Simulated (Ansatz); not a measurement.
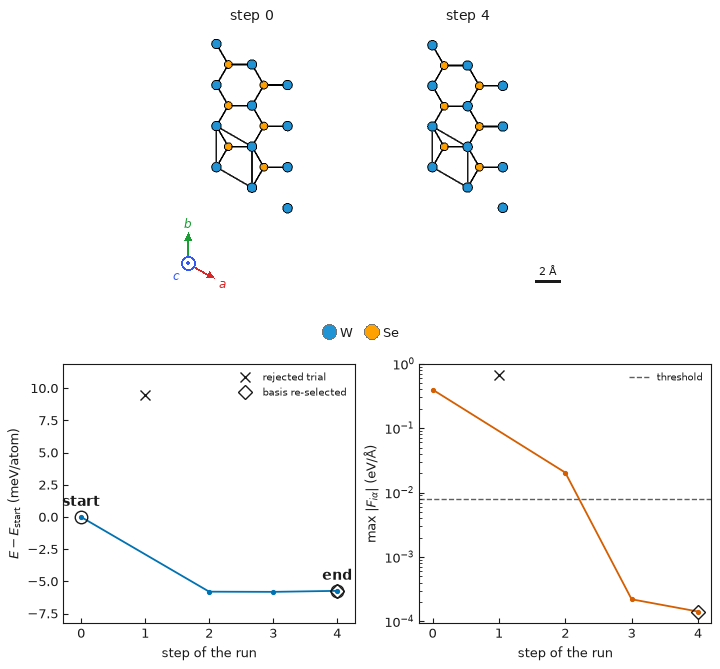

First and last geometry of a relaxation of solid WSe2 (set up in P-6m2), with the history of the run. A ball-and-stick model of the cell of the calculation, repeated 2 × 3 × 1 with one cell outlined, seen along the c axis.

Case: uniaxial strain along c of -4.0 %; a, b and atoms relaxed.

Level of theory: DFT PBEsol, scalar-relativistic, plane waves, PAW in Ansatz 0.2.0.

Input file:
```yaml
crystal:
  lattice:
    - [3.3029552052, 0.0, 0.0]
    - [-1.6514776026, 2.8604431153, 0.0]
    - [0.0, 0.0, 15.9947682918]
  atoms:
    - { symbol: W, position: [1.0e-10, -1.0e-10, 0.0] }
    - { symbol: Se, position: [0.3333333333, 0.6666666667, 0.1024492859] }
    - { symbol: Se, position: [0.3333333333, 0.6666666667, 0.8975507141] }
basis:
  ecutwfc: 420
kpoints:
  mp_grid: { grid: [12, 12, 2] }
hamiltonian:
  xc: pbesol
scf:
  occupations: { method: gaussian, width: 0.02 }
output:
  forces: true
  stress: true
  eigenvalues: true
relax:
  adjacent_minimum: "off"
  f_tol: 0.008
  max_steps: 40
  cell: { stress_tol: 0.015, fix: [c, angles] }
```

Launched with:
```bash
ansatz run input.yaml --threads 1 --pin off --max-ram 2560MiB --backend cpu --events-out ev --progress --plain --runs-dir out
```

> Did the run converge, and what did it change?

It converged. The largest moves relative to the cell, 0.034 Å, are those of Se2 and Se3. Se3 goes along −c. W stays in place. The volume changes by −2.0 %, with a = b 3.303 → 3.270 Å (−1.0 %), c unchanged at 15.995 Å. Near-neighbour distances that change, for instance: W1–Se2 2.514 → 2.522 Å. The space group stays P-6m2 (No. 187). After 2 accepted moves (4 points after the start) the energy has fallen by 5.7 meV per atom. Largest force component: 0.4 eV/Å at the start, 0.00014 eV/Å at the end. The pressure goes from 0.20 to 0.00 GPa. The line search rejected the trial step at point 1 of the run. At 1 point the geometry stayed and the basis and grid were re-selected for the new cell (energy shift of 0.1 meV per atom at most each time).

```csv
step,"E − E(0), meV/atom","largest force component, eV/Å","pressure, GPa","volume, Å³/atom",note
0,0.00,0.3969,0.20,50.372,
1,9.46,0.6579,-0.45,47.907,rejected
2,-5.80,0.0204,-0.06,49.410,
3,-5.81,0.0002,0.00,49.375,
4,-5.74,0.0001,0.00,49.375,"same geometry, new basis"
```
